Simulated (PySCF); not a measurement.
# CHF3: NMR shifts at several levels of theory, part 2 of 2

PySCF 2.14.0. Atoms count from 0.

## 11. NMR shieldings: PBE0/6-31G*

The job: settings as JSON, then the geometry in Å.

```
{"job": {"kind": "nmr", "xc": "PBE0", "basis": "6-31G*", "pop": true}, "charge": 0, "multiplicity": 1}
F      0.816072     0.954450    -0.357686
C      0.015808    -0.026180     0.042697
F      0.426373    -1.161733    -0.509459
F     -1.215801     0.231222    -0.380391
H      0.032394    -0.108239     1.142729
```

Level: GIAO PBE0/6-31G* NMR shielding, non-relativistic, gas phase.

The log of the run:

```text
coarse grid: 4968 points
cycle   1  E = -337.7744272686  dE =  6.126e-01  |g| = 8.370e-01  |ddm| = 2.035e+00
cycle   2  E = -337.6675559811  dE =  1.069e-01  |g| = 1.192e+00  |ddm| = 1.071e+00
cycle   3  E = -337.8928708460  dE = -2.253e-01  |g| = 1.289e-02  |ddm| = 6.331e-01
cycle   4  E = -337.8929069457  dE = -3.610e-05  |g| = 2.814e-03  |ddm| = 1.307e-02
cycle   5  E = -337.8929084969  dE = -1.551e-06  |g| = 4.423e-04  |ddm| = 2.617e-03
final grid: 51392 points
cycle   6  E = -337.9024988403  dE = -1.355e-05  |g| = 5.603e-03  |ddm| = 1.027e-02
cycle   7  E = -337.9024950198  dE =  3.820e-06  |g| = 7.559e-03  |ddm| = 7.085e-03
cycle   8  E = -337.9025043275  dE = -9.308e-06  |g| = 1.937e-04  |ddm| = 3.894e-03
cycle   9  E = -337.9025043351  dE = -7.551e-09  |g| = 7.384e-05  |ddm| = 2.200e-04
cycle  10  E = -337.9025043360  dE = -9.316e-10  |g| = 1.941e-05  |ddm| = 5.945e-05
converged SCF energy = -337.9025043360

GIAO shielding tensors (ppm)
atom      isotropic    diamagn.    paramagn.     s11        s22        s33       span
  0 F      284.538     471.245    -186.707    211.187    287.662    354.766    143.579
  1 C       78.615     237.134    -158.519     62.448     86.685     86.713     24.265
  2 F      284.479     471.158    -186.679    211.050    287.539    354.847    143.797
  3 F      284.559     471.274    -186.716    211.219    287.744    354.713    143.494
  4 H       25.806      26.238      -0.432     23.341     23.345     30.731      7.390
```

Wall time 1.9 s (1 thread of Intel Xeon Platinum 8488C, shared host); peak memory 0.5 GiB.

In short: δ C1 115.5, F0 -85.6, H4 6.16 ppm (means over like atoms).

## 12. Shielding tensors: PBE0/6-311+G(2d,p)

The job: settings as JSON, then the geometry in Å.

```
{"job": {"kind": "nmr", "xc": "PBE0", "basis": "6-311+G(2d,p)", "pop": true}, "charge": 0, "multiplicity": 1}
F      0.816072     0.954450    -0.357686
C      0.015808    -0.026180     0.042697
F      0.426373    -1.161733    -0.509459
F     -1.215801     0.231222    -0.380391
H      0.032394    -0.108239     1.142729
```

Method: GIAO PBE0/6-311+G(2d,p) NMR shielding, non-relativistic, gas phase.

The log of the run:

```text
coarse grid: 4968 points
cycle   1  E = -337.9053324336  dE =  6.309e-01  |g| = 8.164e-01  |ddm| = 1.724e+00
cycle   2  E = -337.7983819263  dE =  1.070e-01  |g| = 1.206e+00  |ddm| = 8.778e-01
cycle   3  E = -338.0110944076  dE = -2.127e-01  |g| = 3.004e-02  |ddm| = 5.130e-01
cycle   4  E = -338.0111972570  dE = -1.028e-04  |g| = 1.451e-02  |ddm| = 2.390e-02
cycle   5  E = -338.0112289029  dE = -3.165e-05  |g| = 1.864e-03  |ddm| = 8.190e-03
cycle   6  E = -338.0112295767  dE = -6.738e-07  |g| = 2.280e-04  |ddm| = 1.529e-03
final grid: 51392 points
cycle   7  E = -338.0270694843  dE = -3.134e-05  |g| = 3.195e-03  |ddm| = 1.643e-02
cycle   8  E = -338.0270690629  dE =  4.213e-07  |g| = 3.777e-03  |ddm| = 3.502e-03
cycle   9  E = -338.0270714714  dE = -2.408e-06  |g| = 4.941e-04  |ddm| = 1.819e-03
cycle  10  E = -338.0270715022  dE = -3.079e-08  |g| = 1.466e-04  |ddm| = 3.025e-04
cycle  11  E = -338.0270715052  dE = -3.026e-09  |g| = 1.716e-05  |ddm| = 7.366e-05
cycle  12  E = -338.0270715052  dE = -1.739e-11  |g| = 1.155e-05  |ddm| = 1.277e-05
converged SCF energy = -338.0270715052

GIAO shielding tensors (ppm)
atom      isotropic    diamagn.    paramagn.     s11        s22        s33       span
  0 F      265.127     463.146    -198.020    180.079    271.353    343.947    163.868
  1 C       66.496     243.443    -176.948     50.661     74.398     74.428     23.767
  2 F      265.072     463.051    -197.978    179.948    271.223    344.046    164.098
  3 F      265.150     463.179    -198.030    180.120    271.434    343.895    163.775
  4 H       25.147      27.667      -2.520     22.977     22.981     29.482      6.504
```

Run time: 3.9 s. Hardware: 1 thread of Intel Xeon Platinum 8488C, shared host; peak memory 0.5 GiB.

In short: δ C1 119.9, F0 -90.4, H4 6.36 ppm (means over like atoms).

## 13. Shielding tensors: PBE0/def2-SVP

The job: settings as JSON, then the geometry in Å.

```
{"job": {"kind": "nmr", "xc": "PBE0", "basis": "def2-SVP", "pop": true}, "charge": 0, "multiplicity": 1}
F      0.816072     0.954450    -0.357686
C      0.015808    -0.026180     0.042697
F      0.426373    -1.161733    -0.509459
F     -1.215801     0.231222    -0.380391
H      0.032394    -0.108239     1.142729
```

With the program's defaults for keys left out, this is: GIAO PBE0/def2-SVP NMR shielding, non-relativistic, gas phase.

The log of the run:

```text
coarse grid: 4968 points
cycle   1  E = -337.4930089506  dE =  5.901e-01  |g| = 8.348e-01  |ddm| = 2.171e+00
cycle   2  E = -337.3919511874  dE =  1.011e-01  |g| = 1.169e+00  |ddm| = 1.199e+00
cycle   3  E = -337.6114304260  dE = -2.195e-01  |g| = 2.230e-02  |ddm| = 7.077e-01
cycle   4  E = -337.6114997280  dE = -6.930e-05  |g| = 7.266e-03  |ddm| = 1.618e-02
cycle   5  E = -337.6115076008  dE = -7.873e-06  |g| = 1.578e-03  |ddm| = 5.917e-03
final grid: 51392 points
cycle   6  E = -337.6540892697  dE = -1.634e-05  |g| = 4.995e-03  |ddm| = 1.048e-02
cycle   7  E = -337.6540872707  dE =  1.999e-06  |g| = 6.276e-03  |ddm| = 7.477e-03
cycle   8  E = -337.6540941248  dE = -6.854e-06  |g| = 4.883e-04  |ddm| = 3.921e-03
cycle   9  E = -337.6540941668  dE = -4.205e-08  |g| = 6.809e-05  |ddm| = 4.170e-04
cycle  10  E = -337.6540941675  dE = -6.636e-10  |g| = 1.722e-05  |ddm| = 4.394e-05
converged SCF energy = -337.6540941675

GIAO shielding tensors (ppm)
atom      isotropic    diamagn.    paramagn.     s11        s22        s33       span
  0 F      286.661     470.420    -183.759    210.434    294.735    354.813    144.380
  1 C       77.234     240.157    -162.923     60.081     85.796     85.826     25.745
  2 F      286.600     470.326    -183.726    210.291    294.612    354.895    144.604
  3 F      286.681     470.452    -183.771    210.460    294.820    354.762    144.302
  4 H       25.738      28.476      -2.738     23.352     23.356     30.505      7.153
```

Wall time 2 s (1 thread of Intel Xeon Platinum 8488C, shared host); peak memory 0.5 GiB.

In short: δ C1 116.5, F0 -72.0, H4 5.60 ppm (means over like atoms).

## 14. NMR shieldings: PBE0/def2-TZVP

The job: settings as JSON, then the geometry in Å.

```
{"job": {"kind": "nmr", "xc": "PBE0", "basis": "def2-TZVP", "pop": true}, "charge": 0, "multiplicity": 1}
F      0.816072     0.954450    -0.357686
C      0.015808    -0.026180     0.042697
F      0.426373    -1.161733    -0.509459
F     -1.215801     0.231222    -0.380391
H      0.032394    -0.108239     1.142729
```

Method: GIAO PBE0/def2-TZVP NMR shielding, non-relativistic, gas phase.

The log of the run:

```text
coarse grid: 4968 points
cycle   1  E = -337.9511832039  dE =  6.225e-01  |g| = 8.259e-01  |ddm| = 1.689e+00
cycle   2  E = -337.8430069836  dE =  1.082e-01  |g| = 1.218e+00  |ddm| = 8.137e-01
cycle   3  E = -338.0573989735  dE = -2.144e-01  |g| = 2.558e-02  |ddm| = 4.659e-01
cycle   4  E = -338.0574741280  dE = -7.515e-05  |g| = 1.245e-02  |ddm| = 1.982e-02
cycle   5  E = -338.0574967477  dE = -2.262e-05  |g| = 1.890e-03  |ddm| = 8.144e-03
cycle   6  E = -338.0574974482  dE = -7.005e-07  |g| = 2.163e-04  |ddm| = 1.438e-03
final grid: 51392 points
cycle   7  E = -338.0656812446  dE = -5.178e-05  |g| = 3.394e-03  |ddm| = 2.283e-02
cycle   8  E = -338.0656807741  dE =  4.706e-07  |g| = 3.935e-03  |ddm| = 3.475e-03
cycle   9  E = -338.0656833489  dE = -2.575e-06  |g| = 5.299e-04  |ddm| = 1.765e-03
cycle  10  E = -338.0656833835  dE = -3.460e-08  |g| = 1.581e-04  |ddm| = 3.316e-04
cycle  11  E = -338.0656833871  dE = -3.593e-09  |g| = 1.731e-05  |ddm| = 8.617e-05
cycle  12  E = -338.0656833871  dE = -2.291e-11  |g| = 1.002e-05  |ddm| = 1.144e-05
converged SCF energy = -338.0656833871

GIAO shielding tensors (ppm)
atom      isotropic    diamagn.    paramagn.     s11        s22        s33       span
  0 F      264.973     467.750    -202.777    179.950    269.391    345.580    165.630
  1 C       63.610     240.492    -176.881     47.005     71.898     71.928     24.923
  2 F      264.917     467.647    -202.730    179.818    269.260    345.672    165.854
  3 F      264.994     467.785    -202.791    179.986    269.470    345.524    165.538
  4 H       25.219      28.300      -3.081     23.094     23.097     29.466      6.373
```

Run time: 4.8 s. Hardware: 1 thread of Intel Xeon Platinum 8488C, shared host; peak memory 0.5 GiB.

This run: δ C1 123.0, F0 -86.1, H4 6.26 ppm (means over like atoms).

## 15. Comparing the runs: NMR shifts

Shifts (ppm), means over like atoms, with basis size and wall time:

```csv
run,C1,H4,F0,functions,time
WP04/pcSseg-2,128.5,6.41,-87.5,158,5.3 s
B97-2/pcSseg-2,124.2,6.35,-88.7,158,5.2 s
BHandHLYP/pcSseg-2,120.3,6.18,-74.9,158,5 s
CAM-B3LYP/pcSseg-2,127.1,6.40,-77.3,158,6.8 s
wB97X-D/pcSseg-2,125.6,6.29,-82.0,158,7.3 s
LC-wPBE/pcSseg-2,129.0,6.33,-66.7,158,8.6 s
PBE0/STO-3G,92.7,3.63,-102.0,21,0.76 s
PBE0/6-31G,120.3,6.34,-95.6,38,1.5 s
PBE0/6-31G*,115.5,6.16,-85.6,58,1.9 s
"PBE0/6-311+G(2d,p)",119.9,6.36,-90.4,114,3.9 s
PBE0/def2-SVP,116.5,5.60,-72.0,61,2 s
PBE0/def2-TZVP,123.0,6.26,-86.1,130,4.8 s
```

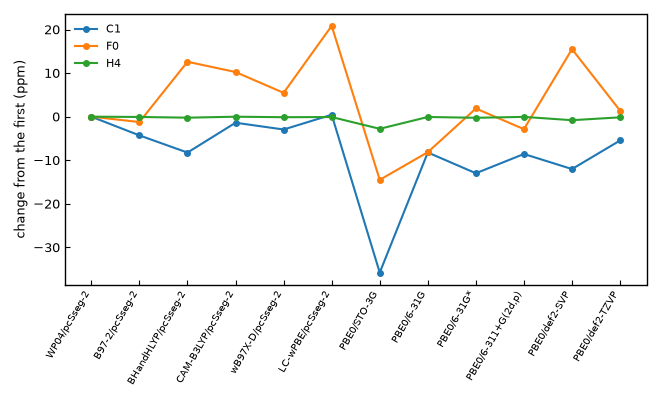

How the tabulated atoms move from run to run.

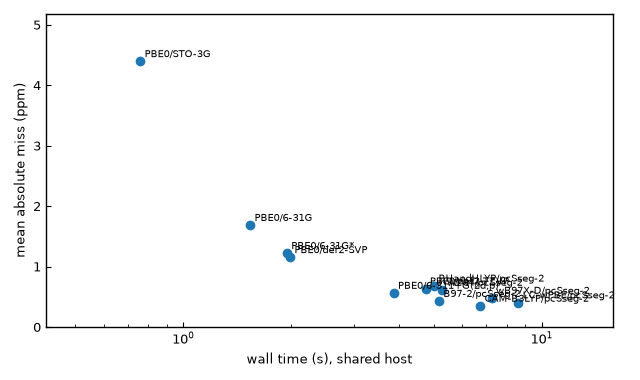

Cost against miss for the one measured 1H shielding.

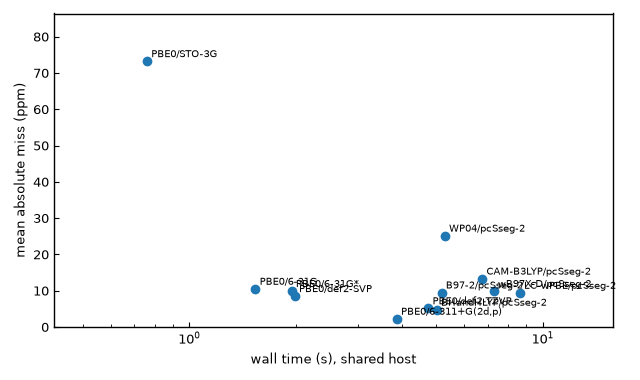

Cost against miss for the one measured 13C shielding.

## 16. What came out

The summary covers parts 1 to 2.

```
                                                                 quantity                                                      value
                                                              point group                                                        C3v
                                     rotational constants (main isotopes)                                     10.43, 10.42, 5.72 GHz
                                   13C shifts against TMS (WP04/pcSseg-2)                                                  128.5 ppm
                                    1H shifts against TMS (WP04/pcSseg-2)                                                   6.41 ppm
19F shifts against CFCl3 (WP04/pcSseg-2, means over atoms taken as alike)                                                  -87.5 ppm
                                 measured, and computed on the same scale  H4 σ 24.58, 25.20; C1 σ 68.7, 43.6; F0 σ 274.0, 264.8 ppm
                                                 range of the shift of C1                                          92.7 to 129.0 ppm
                                            property runs in this session           12, of which 0 failed and 1 gave unsound results
```

Single values in the summary come from the first run of each kind that ended normally (WP04/pcSseg-2), which need not be the best level. The start was shaken at random, so part of the energy gained undoes that. The optimisation took 6 steps and gained 0.410 eV; among the close pairs (by a distance rule), F0–C1 changed most, from 1.438 to 1.328 Å. No frequency check was run at this level, so the end point may be a saddle. At WP04/pcSseg-2: Shielding is most anisotropic at F0, F2, F3 (span 176 ppm, paramagnetic term -206 ppm). The one measured 1H shielding is missed by +0.61 ppm (computed less measured, unscaled). The one measured 13C shielding is missed by -25.1 ppm (computed less measured, unscaled). The one measured 19F shielding is missed by -9.1 ppm (computed less measured, unscaled). Vibration and temperature are missing from the calculation, so part of the miss against the measured shifts is not the functional's. Across the 12 runs the shift of C1 moves most, between 92.7 (PBE0/STO-3G) and 129.0 ppm (LC-wPBE/pcSseg-2). A minimal basis is unusable for shieldings, so that end is no result. For the one measured 1H shielding, CAM-B3LYP/pcSseg-2 misses least (0.35 ppm, 6.8 s) and PBE0/STO-3G most (4.40 ppm, 0.76 s). For the one measured 13C shielding, PBE0/6-311+G(2d,p) misses least (2.2 ppm, 3.9 s) and PBE0/STO-3G most (73.2 ppm, 0.76 s). One molecule ranks no method: errors cancel, and vibration and temperature are missing from all runs.
